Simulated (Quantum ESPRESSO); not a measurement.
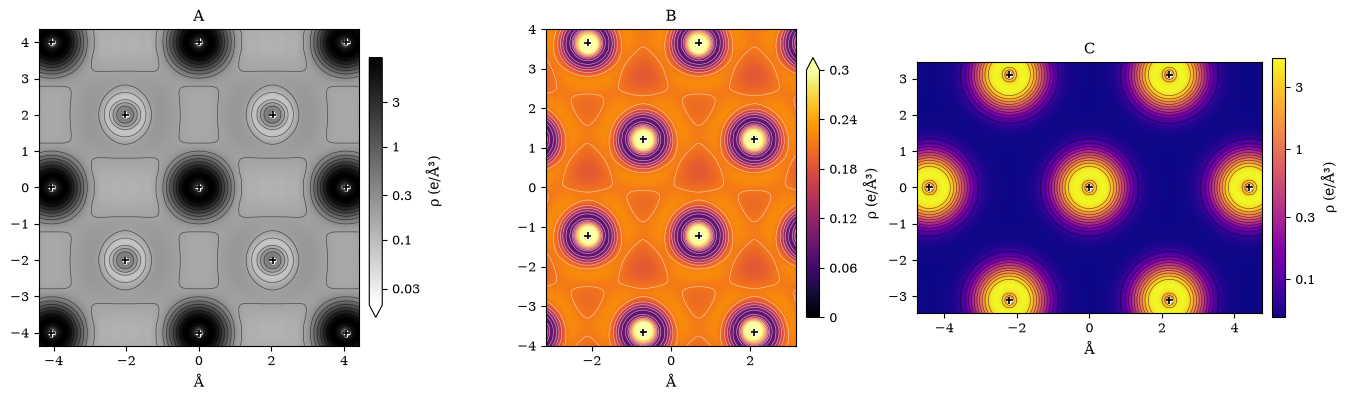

The valence charge density (pseudo) of 3 systems, each on a plane through atoms (crosses mark nuclei in the plane).

These are results of Quantum ESPRESSO 7.5, Kohn-Sham DFT of a periodic cell, PBE, SSSP 1.3 efficiency PBE, not measurements.

System 1: Ca, the (011) plane of the conventional cell. Space group I4/mmm; a structure from a database of computed crystals, not necessarily the ambient phase.

```cif
data_structure
_symmetry_space_group_name_H-M 'P 1'
_symmetry_Int_Tables_number 1
_cell_length_a 4.4104
_cell_length_b 4.4104
_cell_length_c 4.3922
_cell_angle_alpha 90.000
_cell_angle_beta 90.000
_cell_angle_gamma 90.000
_cell_volume 85.44
loop_
_atom_site_label
_atom_site_type_symbol
_atom_site_fract_x
_atom_site_fract_y
_atom_site_fract_z
_atom_site_occupancy
Ca1 Ca 0.00000 0.00000 0.50000 1
Ca2 Ca 0.50000 0.50000 0.00000 1
```

System 2: TiAl, the (11̄0) plane of the conventional cell. Space group P4/mmm.

System 3: Al, the (001) plane of the conventional cell. Space group P6₃/mmc; a structure from a database of computed crystals, not necessarily the ambient phase.

Match each panel to its system.

Answer. Panel A is system 2, TiAl: the plane holds Ti and Al. Ti–Al (2.85 Å): ρ is about 0.2 e/Å³ halfway. Panel B is system 3, Al: the plane holds Al. Al–Al (2.81 Å): ρ is about 0.21 e/Å³ halfway. Panel C is system 1, Ca: the plane holds Ca. Ca–Ca (3.81 Å): ρ is about 0.05 e/Å³ halfway.
